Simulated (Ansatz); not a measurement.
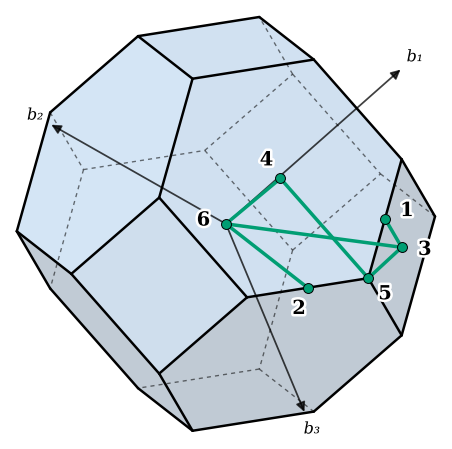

For SiO₂, a calculation's input that goes back to an entry of the Crystallography Open Database (an earlier step may have relaxed or displaced it): the first Brillouin zone of a face-centred cubic lattice (cF; extended symbol cF2) is drawn with its special points numbered. Symmetry computed with spglib at a tolerance of 0.002 Å; standard conventional cell.

a = 7.401 Å, b = 7.401 Å, c = 7.401 Å, α = 90.00°, β = 90.00°, γ = 90.00°.

Labels and path follow the convention of Hinuma et al. (2017), as computed by seekpath; the arrows show the directions of the reciprocal primitive vectors b₁, b₂, b₃, in which coordinates are given.

### Which special point is each number?

| no. | label | coordinates |
| --- | --- | --- |
| 1 | U | (5/8, 1/4, 5/8) |
| 2 | K | (3/8, 3/8, 3/4) |
| 3 | X | (1/2, 0, 1/2) |
| 4 | L | (1/2, 1/2, 1/2) |
| 5 | W | (1/2, 1/4, 3/4) |
| 6 | Γ | (0, 0, 0) |
